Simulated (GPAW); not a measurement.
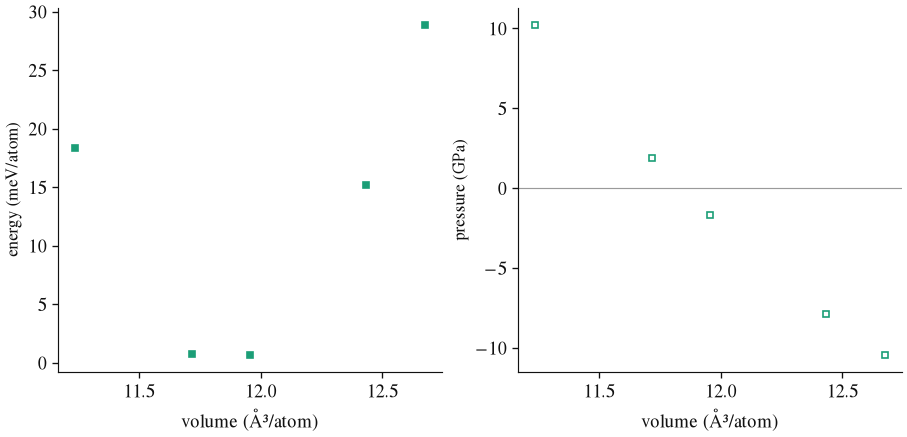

Plotted: energy and pressure against volume for AlNi, space group Pm-3m (No. 221).

Cell as given: a = 2.881 Å, b = 2.881 Å, c = 2.881 Å, α = 90.00°, β = 90.00°, γ = 90.00°; 2 atoms.

How it was computed, with GPAW 26.7.0: PAW DFT in plane waves, on a grid or in atomic orbitals, collinear spins; energies at scaled volumes of the given cell, shape and fractions fixed, counted from the fit's minimum, third-order Birch-Murnaghan fit. Level: r2SCAN, collinear spin.

| setting | value |
| --- | --- |
| k mesh | 9×9×9 |
| occupations | Fermi–Dirac |
| smearing width | 0.05 eV |
| potentials | GPAW PAW data sets (gpaw data 1.2.1) |
| wave cutoff | 600 eV |
| program settings | basis pw |

The points at volume 11.48 Å³/atom and 12.20 Å³/atom are left out of the plot. What values does the calculation give there?

| volume (Å³/atom) | energy (meV/atom) | pressure (GPa) |
| --- | --- | --- |
| 11.48 | 6.42 | 5.84 |
| 12.20 | 5.62 | −4.95 |

Note: nickel data set pressure off other codes.
